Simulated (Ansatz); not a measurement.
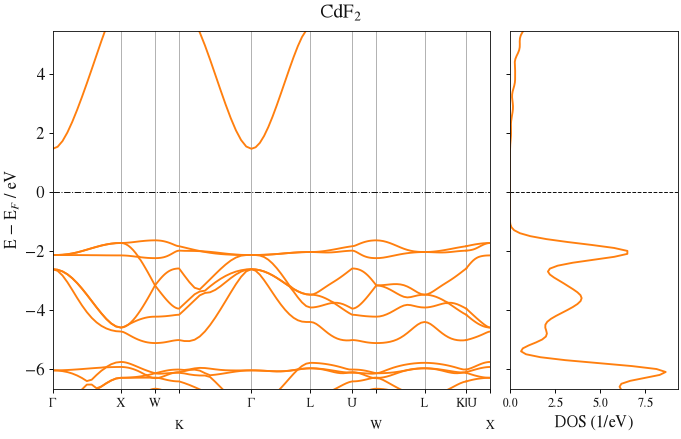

Band structure and density of states. Energies are counted from the Fermi level. The DOS curve is built from the levels of the k mesh with Gaussians 0.55 eV wide, which also blur the band edges; ripples of that width can come from the mesh.

This input was run:

```yaml
crystal:
  lattice:
    - [0.0, 2.694, 2.694]
    - [2.694, 0.0, 2.694]
    - [2.694, 2.694, 0.0]
  atoms:
    - { symbol: Cd, position: [0.0, 0.0, 0.0] }
    - { symbol: F, position: [0.75, 0.75, 0.75] }
    - { symbol: F, position: [0.25, 0.25, 0.25] }
hamiltonian:
  xc: pbe
  pseudopotentials: { kind: paw }
kpoints:
  mp_grid: { grid: [9, 9, 9] }
  band_path:
    path:
      - [[0.0, 0.0, 0.0], [0.5, 0.0, 0.5], [0.5, 0.25, 0.75], [0.375, 0.375, 0.75], [0.0, 0.0, 0.0], [0.5, 0.5, 0.5], [0.625, 0.25, 0.625], [0.5, 0.25, 0.75], [0.5, 0.5, 0.5], [0.375, 0.375, 0.75]]
      - [[0.625, 0.25, 0.625], [0.5, 0.0, 0.5]]
    npoints: 14
scf:
  occupations: { method: fermi_dirac, width: 0.05 }
  n_extra_bands: 7
output:
  forces: true
  stress: true
  eigenvalues: true
  fatbands: false
  write_density: true
  write_potential: true
  elf: true
  volumetric_format: npy
```

System: fluorite-type CdF$_{2}$, space group Fm-3m (No. 225), 3 atoms in the primitive cell.

Level of theory: PBE, Ansatz PAW, no spin polarisation, no spin-orbit coupling, 9×9×9 k mesh, 420 eV cutoff, Fermi-Dirac smearing of 0.05 eV; code Ansatz 0.2.0.

### Metal, semiconductor or insulator, and what is the gap?

The material is gapped. The gap along this path is 3.10 eV and indirect, from the valence-band top at W to the conduction-band bottom at Γ; the smallest direct gap is 3.60 eV, at Γ. At X the top valence band lies only 0.09 eV lower.

### How many bands meet at the valence-band top?

The top valence level at W is a single band, not degenerate (spin aside).

LDA, GGA and most meta-GGA functionals understate gaps. The cell is at 5 GPa in this functional.
